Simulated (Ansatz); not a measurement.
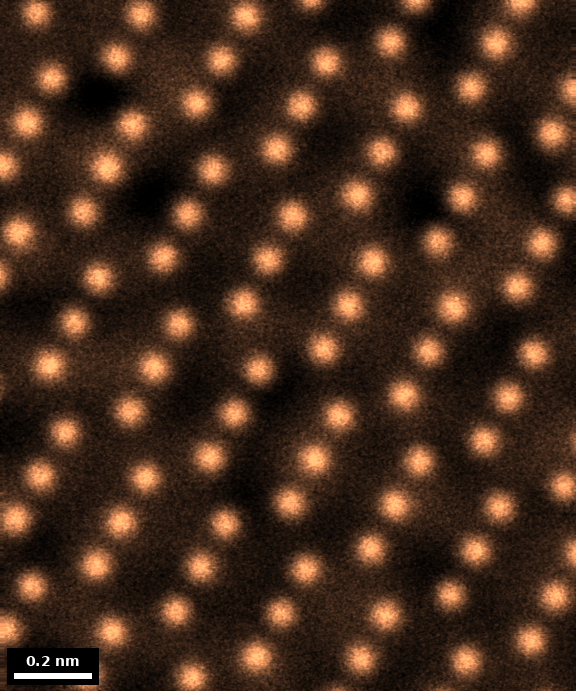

An image along [101] of one of the structures below (computed or model cells, partly hypothetical, each in its standard cell). The image is simulated as a sum over atoms of Z^1.7, blurred by a 0.59 Å probe (no channelling). The probe carries 25 % of its weight in a tail 2.5 times as wide. Shot noise, a slight drift and the speckle of an amorphous layer were added.

A. W
Space group Im-3m (No. 229). a = 3.198 Å, b = 3.198 Å, c = 3.198 Å, α = 90.00°, β = 90.00°, γ = 90.00°
```csv
atom,site,symmetry,x,y,z
W,2a,m-3m,0.0000,0.0000,0.0000
```

B. Co
Space group Pm-3n (No. 223). a = 4.510 Å, b = 4.510 Å, c = 4.510 Å, α = 90.00°, β = 90.00°, γ = 90.00°
```
atom  site  symmetry       x       y       z
  Co    2a      m-3.  0.0000  0.0000  0.0000
  Co    6c     -4m.2  0.2500  0.0000  0.5000
```

C. Al
Space group P6/mmm (No. 191). a = 4.517 Å, b = 4.517 Å, c = 2.801 Å, α = 90.00°, β = 90.00°, γ = 120.00°
```tsv
atom	site	symmetry	x	y	z
Al	1a	6/mmm	0.0000	0.0000	0.0000
Al	2d	-6m2	0.3333	0.6667	0.5000
```

D. Al
Space group Fm-3m (No. 225). a = 4.059 Å, b = 4.059 Å, c = 4.059 Å, α = 90.00°, β = 90.00°, γ = 90.00°
| atom | site | symmetry | x | y | z |
| --- | --- | --- | --- | --- | --- |
| Al | 4a | m-3m | 0.0000 | 0.0000 | 0.0000 |

Which structure was imaged?

Answer. C, Al. Along [101] the projected cells are A 1.60 × 2.26 Å, 90°; B 2.26 × 3.19 Å, 90°; C 2.38 × 4.09 Å, 107°; D 2.49 × 2.49 Å, 109°. The image repeats as C does.

Structure C: coordinates from a relaxation with Ansatz, DFT, r2SCAN, plane waves (500 eV) with PAW, scalar-relativistic; the starting structure was generated, so it need not be a known form of this composition.
